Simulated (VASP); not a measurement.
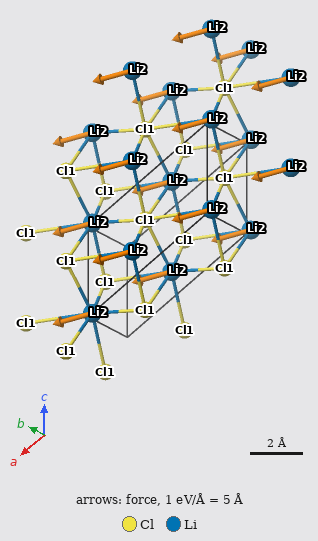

Starting geometry of solid LiCl (set up in P1) with the computed forces as orange arrows. The picture is a ball-and-stick view of the conventional cell (2 times the calculation's cell), repeated 1 × 1 × 2 with one cell outlined, seen from a free direction. Lengths and directions refer to the drawn axes.

The run lets the atoms move in a fixed cell, from this start: atoms moved at random by about 0.15 A. 1 atoms are held fixed.

The calculation used Kohn-Sham DFT of a periodic cell, PBEsol with rVV10, VASP PAW PBE potentials, recommended (VASP 6.6.1).

Input file:
```
PREC = Accurate ; ENCUT = 520
EDIFF = 1E-7 ; ISMEAR = -1
SIGMA = 0.1 ; LREAL = F
LASPH = T ; NELM = 60
ALGO = Normal ; ISIF = 2
LWAVE = F ; LCHARG = F
GGA = PS ; LUSE_VDW = T
IVDW_NL = 2 ; BPARAM = 20.0
CPARAM = 0.0093 ; IBRION = 2
NSW = 60 ; EDIFFG = -0.01
ISYM = 1
```

Command:
```bash
cat potpaw_PBE.64/Cl/POTCAR potpaw_PBE.64/Li_sv/POTCAR > POTCAR
mpirun -np 1 vasp_std > vasp.out
```

What follows when this structure is relaxed?

It isn't relaxed: the largest force vector, on Li2, is 0.34 eV/Å. The atoms end up moving mostly along the starting forces (cosine between the two patterns 0.98). The largest move is that of Li2, 0.31 Å along [2 0 1]. Cl stays in place. The lattice vectors keep their values. Near-neighbour distances that change, for instance: Cl1–Li2 2.846 → 2.556 Å, Cl1–Li2 (another image) 2.289 → 2.573 Å, Cl1–Li2 (another image) 2.666 → 2.564 Å, Cl1–Li2 (another image) 2.647 → 2.565 Å. Among the angles between lasting bonds that change: Cl1–Li2–Cl1 167.0° → 179.6°, Li2–Cl1–Li2 167.0° → 179.6°, Li2–Cl1–Li2 98.5° → 89.8°. The space group (tolerance 0.01 Å) goes from P1 (No. 1) to I4mm (No. 107). After 9 geometry steps the energy has fallen by 20.6 meV per atom. The largest force component goes from 0.34 to 0.0064 eV/Å.
